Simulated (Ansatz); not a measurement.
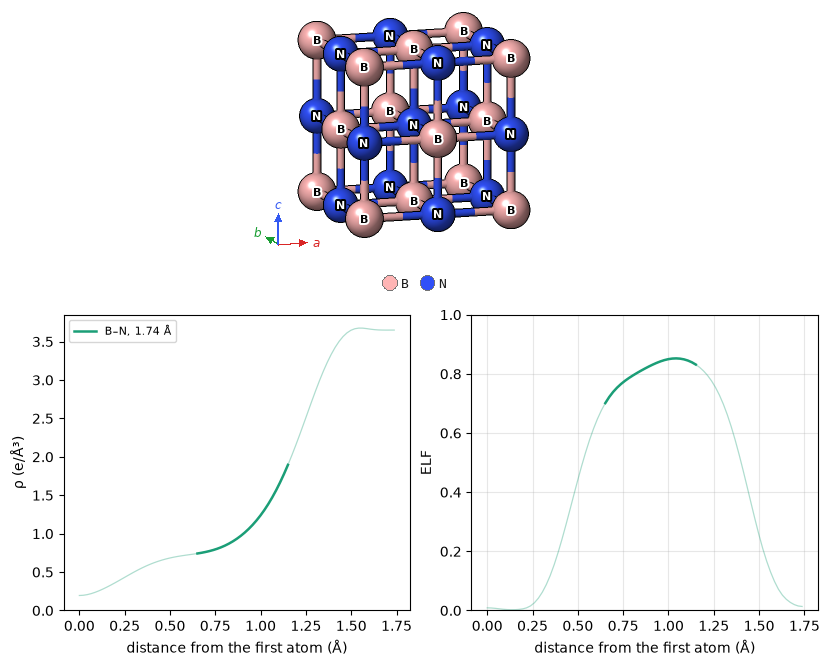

The picture shows: BN. Valence charge density (pseudo) and electron localisation function along straight lines between neighbouring atoms. Thin, pale parts lie inside the atomic spheres. The structure is drawn too.

Space group Fm-3m; started from the rocksalt prototype, which need not be the ambient phase; changed on purpose from its base cell (hydrostatic strain -0.5%); computed pressure about 10 GPa in this cell.

Method: Ansatz 0.2.0, DFT, PBE, plane waves, PAW.

In a PAW calculation such maps are meaningful between the atoms, not at the nuclei.

Question: What can be read from the curves?

Answer: B–N (1.74 Å): the density is about 0.93 e/Å³ at the midpoint; the ELF peaks at about 0.85 between the atoms.
